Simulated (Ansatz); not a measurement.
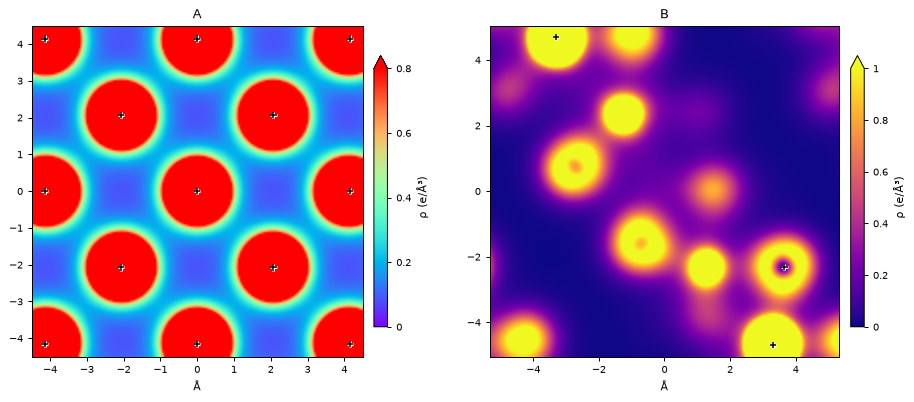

The valence charge density (pseudo) of 2 systems, each on a plane through atoms (crosses mark nuclei in the plane).

All numbers below come from DFT PBE, scalar-relativistic, plane waves, PAW (Ansatz 0.2.0).

System 1: Ag, the (010) plane of the conventional cell. Space group Fm-3m; computed without spin polarisation.

System 2: Mo$_{13}$S$_{25}$ (cell charge −1, with a compensating background) (cell with a defect), the (100) plane of the calculation cell. Spin-polarised.

Q: Which map belongs to which system?

A: Panel A is system 1, Ag: the plane holds Ag. Ag–Ag (2.93 Å): the density is about 0.2 e/Å³ at the midpoint. Panel B is system 2, Mo$_{13}$S$_{25}$: the plane holds Mo and S. Mo–S (2.40 Å): the density is about 0.61 e/Å³ at the midpoint.
